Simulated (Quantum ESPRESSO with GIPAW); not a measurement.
## 17O and 177Hf NMR of HfO2, calculated

Aim: the magnetic shielding of every site in HfO2.

Main program and level: Quantum ESPRESSO with GIPAW 8.0dev (patched build); DFT, PBEsol, plane-wave PAW (pslibrary 1.0.0 recipes), scalar-relativistic, GIPAW; a patched development version of the program.

## (1) Starting point

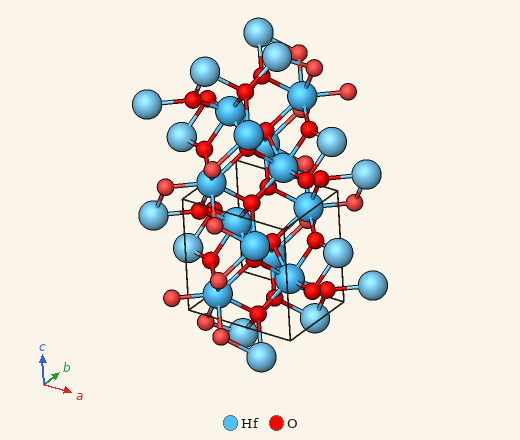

The starting structure, seen slightly off an axis (hafnium blue, oxygen red). 1×1×2 cells are drawn. Some periodic images of atoms are drawn too.

The cell is an entry of the Crystallography Open Database; it need not be the form that is stable at ambient conditions.

This structure had its atoms relaxed beforehand (DFT, PBEsol, plane-wave PAW (pslibrary 1.0.0 recipes), Quantum ESPRESSO with GIPAW), starting from the database entry, since shieldings follow bond lengths closely.

## (2) Ground state

First the ground state. The response equations take the occupied wavefunctions as exact, so conv_thr is set much tighter than for an energy. No empty states are asked for: the response is solved without them. The mesh has a spacing of 0.32 Å⁻¹ at most. The PAW files were made with ld1.x from the pslibrary 1.0.0 recipes, with GIPAW reconstruction switched on.

The input, scf.in:

```
&control
  calculation = 'scf'
  prefix = 'x'
  outdir = './tmp/'
  pseudo_dir = './'
/
&system
  ibrav = 0
  nat = 12
  ntyp = 2
  ecutwfc = 55
  ecutrho = 330
  nbnd = 48
/
&electrons
  conv_thr = 1.0d-10
  mixing_beta = 0.7
  electron_maxstep = 100
/
ATOMIC_SPECIES
  Hf 178.490 Hf.pbesol-spn-kjpaw_psl.1.0.0-gipaw.UPF
  O 15.999 O.pbesol-n-kjpaw_psl.1.0.0-gipaw.UPF
CELL_PARAMETERS angstrom
  5.11800000 0.00000000 0.00000000
  0.00000000 5.18570000 0.00000000
  -0.85866306 0.00000000 5.21386714
ATOMIC_POSITIONS crystal
  Hf 0.27477475 0.45593975 0.70803628
  Hf 0.72522525 0.95593975 0.79196372
  Hf 0.72522525 0.54406025 0.29196372
  Hf 0.27477475 0.04406025 0.20803628
  O 0.06627317 0.17263666 0.85049172
  O 0.93372683 0.67263666 0.64950828
  O 0.93372683 0.82736334 0.14950828
  O 0.06627317 0.32736334 0.35049172
  O 0.45178886 0.74275556 0.97429344
  O 0.54821114 0.24275556 0.52570656
  O 0.54821114 0.25724444 0.02570656
  O 0.45178886 0.75724444 0.47429344
K_POINTS automatic
  4 4 4 0 0 0
```

Launch:

```
> mpirun -np 4 pw.x -nk 4 -in scf.in > scf.out
```

The log of the run:

```text
using ibrav=0 with symmetry is DISCOURAGED, use correct ibrav instead

     bravais-lattice index     =            0
     lattice parameter (alat)  =       9.6716  a.u.
     unit-cell volume          =     933.8223 (a.u.)^3
     number of atoms/cell      =           12
     number of atomic types    =            2
     number of electrons       =        96.00
     number of Kohn-Sham states=           48
     kinetic-energy cutoff     =      55.0000  Ry
     charge density cutoff     =     330.0000  Ry
     scf convergence threshold =      1.0E-10
     mixing beta               =       0.7000
     number of iterations used =            8  plain     mixing
     Exchange-correlation= SLA-PW-PSX-PSC
                           (   1   4  10   8   0   0   0)
[...]
Hf               12.00   178.49000     Hf( 1.00)
     O                 6.00    15.99900     O ( 1.00)

      4 Sym. Ops., with inversion, found ( 2 have fractional translation)
[...]
number of k points=    30
[...]
Dense  grid:    94537 G-vectors     FFT dimensions: (  60,  60,  60)

     Smooth grid:    51463 G-vectors     FFT dimensions: (  45,  48,  48)

     Initial potential from superposition of free atoms

     starting charge      95.9929, renormalised to      96.0000
     Starting wfcs are   72 randomized atomic wfcs

     Self-consistent Calculation

     iteration #  1     ecut=    55.00 Ry     beta= 0.70
     Davidson diagonalization with overlap
     ethr =  1.00E-02,  avg # of iterations =  1.0

     total energy              =   -3077.44071708 Ry
     estimated scf accuracy    <       4.27472302 Ry

     iteration #  2     ecut=    55.00 Ry     beta= 0.70
     Davidson diagonalization with overlap
     ethr =  4.45E-03,  avg # of iterations =  7.0

     total energy              =   -3079.24051655 Ry
     estimated scf accuracy    <       5.14263061 Ry

     iteration #  3     ecut=    55.00 Ry     beta= 0.70
     Davidson diagonalization with overlap
     ethr =  4.45E-03,  avg # of iterations =  2.0

     total energy              =   -3078.94992150 Ry
     estimated scf accuracy    <       1.05301338 Ry

[...]
c_bands: 2 eigenvalues not converged on the other pools
[...]
total energy              =   -3079.95064050 Ry
[...]
iteration # 36     ecut=    55.00 Ry     beta= 0.70
     Davidson diagonalization with overlap
     ethr =  2.95E-13,  avg # of iterations =  2.0

     total energy              =   -3079.95064050 Ry
     estimated scf accuracy    <          2.8E-10 Ry

     iteration # 37     ecut=    55.00 Ry     beta= 0.70
     Davidson diagonalization with overlap
     ethr =  2.89E-13,  avg # of iterations =  4.9

     End of self-consistent calculation
     [one-electron energies left out]

!    total energy              =   -3079.95064050 Ry
     total all-electron energy =   -121793.947752 Ry
     estimated scf accuracy    <          1.7E-11 Ry

     The total energy is the sum of the following terms:
     one-electron contribution =    -126.92606398 Ry
     hartree contribution      =     125.57788541 Ry
     xc contribution           =    -224.39029312 Ry
     ewald contribution        =    -519.29323678 Ry
     one-center paw contrib.   =   -2334.91893203 Ry

     convergence has been achieved in  37 iterations
[...]
JOB DONE.
```

It took 3.6 min on 4 MPI ranks of Arm Neoverse V2, shared host; peak memory 0.93 GiB.

It converged in 37 cycles to an estimated accuracy of 2e-11 Ry, on 30 irreducible k-points.

## (3) Magnetic response

A uniform field breaks periodicity, so gipaw.x applies it as a wave of small q and takes the limit. It solves for the first-order states, builds the induced current and gets the field at each nucleus by Biot–Savart; the PAW spheres add what the smooth waves miss near the nuclei. pawproj makes the reconstruction use the PAW data sets' own projectors.

The input, nmr.in:

```
&inputgipaw
  job = 'nmr'
  prefix = 'x'
  tmp_dir = './tmp/'
  restart_mode = 'from_scratch'
  verbosity = 'low'
  q_gipaw = 0.01
  spline_ps = .true.
  conv_threshold = 1.0d-11
  use_nmr_macroscopic_shape = .false.
  pawproj(1) = .true.
  pawproj(2) = .true.
/
```

Launch:

```
> mpirun -np 4 gipaw.x -in nmr.in > nmr.out
```

The log of the run:

```text
[banner, memory and clock lines left out]
[a note of our patched build left out]

     Parallelizing q-star over 1 images

     IMPORTANT: XC functional enforced from input :
     Exchange-correlation= PBESOL
                           (   1   4  10   8   0   0   0)
     Any further DFT definition will be discarded
     Please, verify this is what you really want

[...]
projs nearly linearly dependent: l=0  n1,n2= 1, 2  s=  0.99147125
[...]
alpha_pv=    120.5522 eV

     spline_ps is .false., expect some extrapolation errors

     q-space interpolation up to    66.00 Rydberg

     GIPAW job: nmr
     NMR macroscopic correction: no
[...]
Computing the magnetic susceptibility     isolve=0    ethr=  0.1000E-10
     Starting from scratch
     k-point #    1 of    30      pool #  1    cpu time:       1.1
[...]
End of magnetic susceptibility calculation

     f-sum rule (1st term):
          -100.3579          0.0000          0.0065
             0.0000       -100.3591          0.0000
             0.0064          0.0000       -100.3525

     f-sum rule (2nd term):
            -1.8191          0.0000         -0.0062
             0.0000         -1.8186          0.0000
            -0.0060          0.0000         -1.8249

     f-sum rule (should be  -102.1746):
          -102.1769          0.0000          0.0003
             0.0000       -102.1777          0.0000
             0.0004          0.0000       -102.1774

[... susceptibilities left out ...]
     Contributions to the NMR chemical shifts: -------------------------------

     Macroscopic shape contribution in ppm:                    0.00
             0.0000          0.0000          0.0000
             0.0000          0.0000          0.0000
             0.0000          0.0000          0.0000

     Core contribution in ppm:

     Atom  1  Hf  pos: (  0.155985  0.461971  0.721299)  core sigma:        8991.76
     Atom  2  Hf  pos: (  0.592355  0.968585  0.806798)  core sigma:        8991.76
     Atom  3  Hf  pos: (  0.676242  0.551257  0.297433)  core sigma:        8991.76
     Atom  4  Hf  pos: (  0.239872  0.044643  0.211933)  core sigma:        8991.76
     Atom  5  O   pos: ( -0.076417  0.174920  0.866423)  core sigma:         270.50
     Atom  6  O   pos: (  0.824757  0.681534  0.661674)  core sigma:         270.50
     Atom  7  O   pos: (  0.908643  0.838308  0.152309)  core sigma:         270.50
     Atom  8  O   pos: (  0.007470  0.331694  0.357057)  core sigma:         270.50
     Atom  9  O   pos: (  0.288329  0.752581  0.992543)  core sigma:         270.50
     Atom 10  O   pos: (  0.460012  0.245967  0.535554)  core sigma:         270.50
     Atom 11  O   pos: (  0.543898  0.260647  0.026188)  core sigma:         270.50
     Atom 12  O   pos: (  0.372215  0.767261  0.483178)  core sigma:         270.50

     Bare contribution in ppm:

     Atom  1  Hf  pos: (  0.155985  0.461971  0.721299)  bare sigma:          29.23
[...]
Atom  2  Hf  pos: (  0.592355  0.968585  0.806798)  bare sigma:          29.23
[...]
Atom  3  Hf  pos: (  0.676242  0.551257  0.297433)  bare sigma:          29.23
[...]
Atom  4  Hf  pos: (  0.239872  0.044643  0.211933)  bare sigma:          29.23
[...]
Atom  5  O   pos: ( -0.076417  0.174920  0.866423)  bare sigma:         -40.67
[...]
Atom  6  O   pos: (  0.824757  0.681534  0.661674)  bare sigma:         -40.67
[...]
Atom  7  O   pos: (  0.908643  0.838308  0.152309)  bare sigma:         -40.67
[...]
Atom  8  O   pos: (  0.007470  0.331694  0.357057)  bare sigma:         -40.67
[...]
Atom  9  O   pos: (  0.288329  0.752581  0.992543)  bare sigma:         -24.14
[...]
Atom 10  O   pos: (  0.460012  0.245967  0.535554)  bare sigma:         -24.14
[...]
Atom 11  O   pos: (  0.543898  0.260647  0.026188)  bare sigma:         -24.14
[...]
Atom 12  O   pos: (  0.372215  0.767261  0.483178)  bare sigma:         -24.14
[...]
Diamagnetic contribution in ppm:

     Atom  1  Hf  pos: (  0.155985  0.461971  0.721299)  dia sigma:         -46.95
[...]
Atom  2  Hf  pos: (  0.592355  0.968585  0.806798)  dia sigma:         -46.95
[...]
Atom  3  Hf  pos: (  0.676242  0.551257  0.297433)  dia sigma:         -46.95
[...]
Atom  4  Hf  pos: (  0.239872  0.044643  0.211933)  dia sigma:         -46.95
[...]
Atom  5  O   pos: ( -0.076417  0.174920  0.866423)  dia sigma:          17.76
[...]
Atom  6  O   pos: (  0.824757  0.681534  0.661674)  dia sigma:          17.76
[...]
Atom  7  O   pos: (  0.908643  0.838308  0.152309)  dia sigma:          17.76
[...]
Atom  8  O   pos: (  0.007470  0.331694  0.357057)  dia sigma:          17.76
[...]
Atom  9  O   pos: (  0.288329  0.752581  0.992543)  dia sigma:          17.68
[...]
Atom 10  O   pos: (  0.460012  0.245967  0.535554)  dia sigma:          17.68
[...]
Atom 11  O   pos: (  0.543898  0.260647  0.026188)  dia sigma:          17.68
[...]
Atom 12  O   pos: (  0.372215  0.767261  0.483178)  dia sigma:          17.68
[...]
Paramagnetic contribution in ppm:

     Atom  1  Hf  pos: (  0.155985  0.461971  0.721299)  para sigma:       -6794.80
[...]
Atom  2  Hf  pos: (  0.592355  0.968585  0.806798)  para sigma:       -6794.80
[...]
Atom  3  Hf  pos: (  0.676242  0.551257  0.297433)  para sigma:       -6794.80
[...]
Atom  4  Hf  pos: (  0.239872  0.044643  0.211933)  para sigma:       -6794.80
[...]
Atom  5  O   pos: ( -0.076417  0.174920  0.866423)  para sigma:        -164.63
[...]
Atom  6  O   pos: (  0.824757  0.681534  0.661674)  para sigma:        -164.63
[...]
Atom  7  O   pos: (  0.908643  0.838308  0.152309)  para sigma:        -164.63
[...]
Atom  8  O   pos: (  0.007470  0.331694  0.357057)  para sigma:        -164.63
[...]
Atom  9  O   pos: (  0.288329  0.752581  0.992543)  para sigma:        -122.71
[...]
Atom 10  O   pos: (  0.460012  0.245967  0.535554)  para sigma:        -122.71
[...]
Atom 11  O   pos: (  0.543898  0.260647  0.026188)  para sigma:        -122.71
[...]
Atom 12  O   pos: (  0.372215  0.767261  0.483178)  para sigma:        -122.71
[...]
Paramagnetic US occ-occ contribution in ppm:

     Atom  1  Hf  pos: (  0.155985  0.461971  0.721299)  para_oo sigma:         -24.14
[...]
Atom  2  Hf  pos: (  0.592355  0.968585  0.806798)  para_oo sigma:         -24.14
[...]
Atom  3  Hf  pos: (  0.676242  0.551257  0.297433)  para_oo sigma:         -24.14
[...]
Atom  4  Hf  pos: (  0.239872  0.044643  0.211933)  para_oo sigma:         -24.14
[...]
Atom  5  O   pos: ( -0.076417  0.174920  0.866423)  para_oo sigma:          -0.10
[...]
Atom  6  O   pos: (  0.824757  0.681534  0.661674)  para_oo sigma:          -0.10
[...]
Atom  7  O   pos: (  0.908643  0.838308  0.152309)  para_oo sigma:          -0.10
[...]
Atom  8  O   pos: (  0.007470  0.331694  0.357057)  para_oo sigma:          -0.10
[...]
Atom  9  O   pos: (  0.288329  0.752581  0.992543)  para_oo sigma:          -0.11
[...]
Atom 10  O   pos: (  0.460012  0.245967  0.535554)  para_oo sigma:          -0.11
[...]
Atom 11  O   pos: (  0.543898  0.260647  0.026188)  para_oo sigma:          -0.11
[...]
Atom 12  O   pos: (  0.372215  0.767261  0.483178)  para_oo sigma:          -0.11
[...]
Paramagnetic US L_R Q_R contribution in ppm:

     Atom  1  Hf  pos: (  0.155985  0.461971  0.721299)  para_lq sigma:        2835.02
[...]
Atom  2  Hf  pos: (  0.592355  0.968585  0.806798)  para_lq sigma:        2835.02
[...]
Atom  3  Hf  pos: (  0.676242  0.551257  0.297433)  para_lq sigma:        2835.02
[...]
Atom  4  Hf  pos: (  0.239872  0.044643  0.211933)  para_lq sigma:        2835.02
[...]
Atom  5  O   pos: ( -0.076417  0.174920  0.866423)  para_lq sigma:        -206.42
[...]
Atom  6  O   pos: (  0.824757  0.681534  0.661674)  para_lq sigma:        -206.42
[...]
Atom  7  O   pos: (  0.908643  0.838308  0.152309)  para_lq sigma:        -206.42
[...]
Atom  8  O   pos: (  0.007470  0.331694  0.357057)  para_lq sigma:        -206.42
[...]
Atom  9  O   pos: (  0.288329  0.752581  0.992543)  para_lq sigma:        -208.28
[...]
Atom 10  O   pos: (  0.460012  0.245967  0.535554)  para_lq sigma:        -208.28
[...]
Atom 11  O   pos: (  0.543898  0.260647  0.026188)  para_lq sigma:        -208.28
[...]
Atom 12  O   pos: (  0.372215  0.767261  0.483178)  para_lq sigma:        -208.28
[...]
Total NMR chemical shifts in ppm: ---------------------------------------
     (adopting the Simpson convention for anisotropy and asymmetry)-----------

     Atom  1  Hf  pos: (  0.155985  0.461971  0.721299)  Total sigma:        4990.13
          5048.9199        212.2528       -218.2760
           154.3709       5118.5906         43.2329
          -207.2448         45.4056       4802.8669

     Hf      1    anisotropy:   -522.41    eta:    0.7570
[...]
Atom  2  Hf  pos: (  0.592355  0.968585  0.806798)  Total sigma:        4990.13
[... its tensor is left out ...]
     Atom  3  Hf  pos: (  0.676242  0.551257  0.297433)  Total sigma:        4990.13
[... its tensor is left out ...]
     Atom  4  Hf  pos: (  0.239872  0.044643  0.211933)  Total sigma:        4990.13
[... its tensor is left out ...]
     Atom  5  O   pos: ( -0.076417  0.174920  0.866423)  Total sigma:        -123.56
          -131.6606         47.5495        -58.8870
            72.1965        -71.4606         53.9258
           -72.2350         29.8336       -167.5513

     O       5    anisotropy:   -183.44    eta:    0.4559
[...]
Atom  6  O   pos: (  0.824757  0.681534  0.661674)  Total sigma:        -123.56
[... its tensor is left out ...]
     Atom  7  O   pos: (  0.908643  0.838308  0.152309)  Total sigma:        -123.56
[... its tensor is left out ...]
     Atom  8  O   pos: (  0.007470  0.331694  0.357057)  Total sigma:        -123.56
[... its tensor is left out ...]
     Atom  9  O   pos: (  0.288329  0.752581  0.992543)  Total sigma:         -67.05
           -26.6561        -10.5456        -56.5457
             2.2935        -74.6290         28.9111
           -37.0660         56.8125        -99.8666

     O       9    anisotropy:   -114.50    eta:    0.8522
[...]
Atom 10  O   pos: (  0.460012  0.245967  0.535554)  Total sigma:         -67.05
[... its tensor is left out ...]
     Atom 11  O   pos: (  0.543898  0.260647  0.026188)  Total sigma:         -67.05
[... its tensor is left out ...]
     Atom 12  O   pos: (  0.372215  0.767261  0.483178)  Total sigma:         -67.05
[... its tensor is left out ...]
```

Wall time 31 min (4 MPI ranks); peak memory 0.47 GiB; 2.1 h of CPU time.

The f-sum rule is met to 0.0031 of 102.2 (0.003 %). Converged shieldings require that this miss be small, but a small miss does not prove them.

From the symmetric part of each tensor, with principal values σ11 ≤ σ22 ≤ σ33: σ_iso is their mean, the span is σ33 − σ11 and the skew 3(σ_iso − σ22)/span. (gipaw.x prints an anisotropy in another convention.)

```
site  atom no.  atoms in cell  σ_iso (ppm)  span (ppm)   skew
  Hf         1              4         4990         654  -0.19
O(1)         5              4       -123.6       211.3  -0.47
O(2)         9              4        -67.1       147.0  -0.12
```

The macroscopic shape term is switched off. For a spherical sample the valence susceptibility of this run would add about 5 ppm to every site, a rough estimate, since the susceptibility converges slowly and lacks part of the PAW terms. Differences within the crystal don't depend on it, but shieldings of different compounds can't be compared to better than a few ppm without it.

In this run the largest span among the lighter atoms is that of O(1) (site symmetry 1), with principal values -245.9, -90.3 and -34.5 ppm.

How the isotropic values are made up (ppm). The core part is that of the free atom's core; bare is the current of the smooth valence states; the last two are what the PAW spheres add to the diamagnetic and the paramagnetic current:

```
site    core   bare  reconstruction, dia  reconstruction, para
  Hf  8991.8   29.2                -47.0               -3983.9
O(1)   270.5  -40.7                 17.8                -371.2
O(2)   270.5  -24.1                 17.7                -331.1
```

17O and 177Hf also have a quadrupolar coupling here. It is not given: on PAW files the efg job of this gipaw.x leaves out the augmentation charge of neighbouring atoms and can miss by tens of per cent.

## (4) NMR parameters by site

Covalently bonded atoms count as neighbours within 1.18 times the sum of their radii. Otherwise a cation's neighbours lie within 1.2 times its shortest bond (1.3 for large cations, each anion's radius taken off where they differ), and an anion's are the cations that count it.

```
site  atom no.  atoms in cell  surroundings     bonds (Å)  σ_iso (ppm)
  Hf         1              4          HfO7  2.03 to 2.27         4990
O(1)         5              4  bound to Hf3  2.03 to 2.12       -123.6
O(2)         9              4  bound to Hf4  2.13 to 2.27        -67.1
```

By surroundings the O shieldings are 3-coordinate: -123.6; 4-coordinate: -67.1 ppm.

## (5) What came out

| Property | Result |
| --- | --- |
| 17O shielding without shape term | -123.6, -67.1 ppm |
| 177Hf shielding without shape term | 4990 ppm |

What this shows: 17O has 2 sites, in the ratio 1:1: O(1) (bound to Hf3) at a shielding of -123.6 and O(2) (bound to Hf4) at a shielding of -67.1 ppm, shape term left out. A shift needs a reference, δ = σ_ref − σ, fixed on measured compounds; for 17O of this kind at this level too few were at hand, or they scattered too widely about a line, so none is given. No sound run at another cutoff or mesh is at hand, so convergence rests on the f-sum rule and on experience with these files. Spin-orbit coupling is missing, which matters for Hf and for the light atoms bound to such centres. The scalar-relativistic files are used with non-relativistic response operators, which weighs most on the heavy atoms' own shieldings. This build of gipaw.x prints that it is not audited and that its numbers are no references by themselves. It also reports spline_ps as false although the input sets it; why was not traced. pw.x warned of eigenvalues not converged in some cycles of 1 ground-state run, which then met the threshold.

[Banner, clock, file and message-heading lines were taken out of the pw.x and gipaw.x logs.]

[Logs are printed without paths, hosts, clocks, repeated set-up lines and the standing remarks that a program may print on its own settings, such as how far it seeks lower states.]

[Hosts, paths, dates, database ids (printed as entryN), source tags and the programs' standing remarks are cut or masked in the printed files.]

[Where no reference line passes its bar on scatter, no shift is given, so a measured shift of this compound may stand uncompared.]
